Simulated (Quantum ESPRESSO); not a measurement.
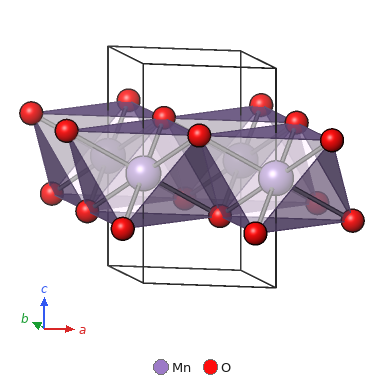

System: MnO₂, space group P-3m1 (No. 164). The picture shows the conventional cell.

Input of the run:
```
&CONTROL
  calculation = 'scf'
  prefix = 'pwscf'
  outdir = './tmp'
  pseudo_dir = './pseudo'
  tprnfor = .true.
  tstress = .true.
  disk_io = 'nowf'
/
&SYSTEM
  ibrav = 0
  nat = 3
  ntyp = 2
  ecutwfc = 65
  ecutrho = 780
  nbnd = 24
  occupations = 'smearing'
  smearing = 'fd'
  degauss = 0.00367493
  nspin = 2
  starting_magnetization(1) = 0.2667
  starting_magnetization(2) = 0
/
&ELECTRONS
  conv_thr = 6d-10
  electron_maxstep = 120
  mixing_beta = 0.3
/
ATOMIC_SPECIES
Mn    54.9380 mn_pbe_v1.5.uspp.F.UPF
O     15.9990 O.pbe-n-kjpaw_psl.0.1.UPF
CELL_PARAMETERS angstrom
   2.8565781804    0.0000000000    0.0000000000
  -1.4282890902    2.4738692722    0.0000000000
   0.0000000000    0.0000000000    4.6013740589
ATOMIC_POSITIONS crystal
Mn     0.0000000000    0.0000000000    0.5000000000
O      0.3333333333    0.6666666667    0.7062925700
O      0.6666666667    0.3333333333    0.2937074300
K_POINTS automatic
11 11 6 0 0 0
```

Run as:
```bash
OMP_NUM_THREADS=1 mpirun -n 2 pw.x -nk 2 -in pw.in > pw.out
```

Method: plane-wave DFT, collinear spins; energies at scaled volumes of the given cell, shape and fractions fixed, counted from the fit's minimum, third-order Birch-Murnaghan fit (Quantum ESPRESSO 7.5). Level: PBE, collinear spin.

| setting | value |
| --- | --- |
| k mesh | 11×11×6 |
| occupations | Fermi–Dirac |
| smearing width | 0.05 eV |
| potentials | SSSP 1.3 efficiency PBE |
| wave cutoff | 884.4 eV |
| density cutoff | 10610 eV |

Describe the result: the energy against volume. The volume takes the values 10.19, 10.41, 10.62, 10.84, 11.06, 11.27, 11.49 Å³/atom.

A third-order Birch–Murnaghan fit gives V0 = 11.12 Å³/atom, B0 = 185 GPa and B′ = 4.5. The energy is 53.59 meV/atom at volume 10.19 Å³/atom and 6.50 meV/atom at 11.49 Å³/atom; the lowest computed point is at volume 11.06 Å³/atom (0.25 meV/atom), and no other minimum shows.

| volume (Å³/atom) | energy (meV/atom) |
| --- | --- |
| 10.19 | 53.59 |
| 10.41 | 30.44 |
| 10.62 | 14.30 |
| 10.84 | 4.48 |
| 11.06 | 0.25 |
| 11.27 | 1.09 |
| 11.49 | 6.50 |

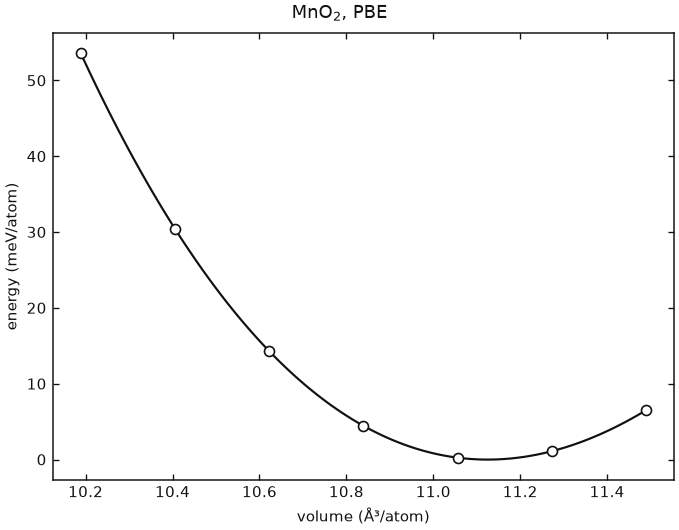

Note: shape and atomic fractions are frozen while scaling, which makes layered, chain and framework solids too stiff.
